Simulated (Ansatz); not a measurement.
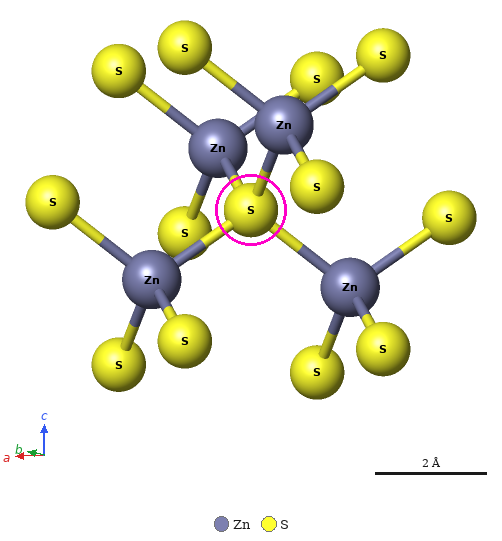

Perfect ZnS. Style: ball-and-stick. Shown: the atoms within 3.8 Å of one point, from a free direction.

Theory: Ansatz 0.2.0, DFT, PBEsol, PAW, plane waves. (plane-wave cutoff 420 eV; k-point mesh 1 × 1 × 1; mesh shifted by (0.25, 0.25, 0.25); no spin polarisation) Fermi-Dirac smearing of 0.01 eV. The axes drawn are those of the host's conventional cell.

A sulfur atom is taken out (a vacancy) at the ringed place, in charge state 0. The supercell has 64 sites, and the atoms are relaxed at the host's cell.

> How do the neighbours respond?

Around the empty S site the host had 4 Zn at 2.32 Å; after relaxation the nearest atoms are 4 Zn at 1.95 to 2.00 Å. Of the host's atoms, a zinc atom moves furthest from its site, by 0.37 Å.

The relaxed defect, seen from the same direction:

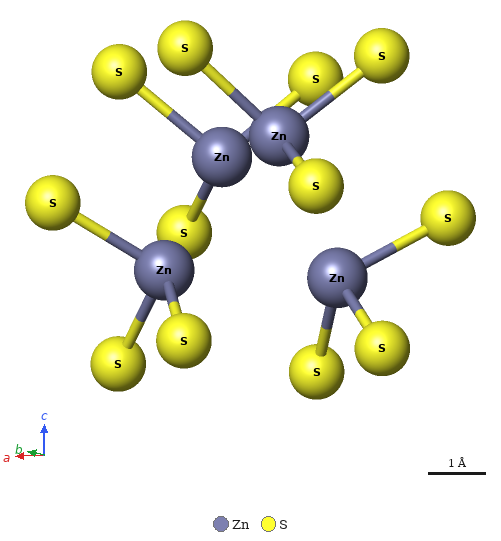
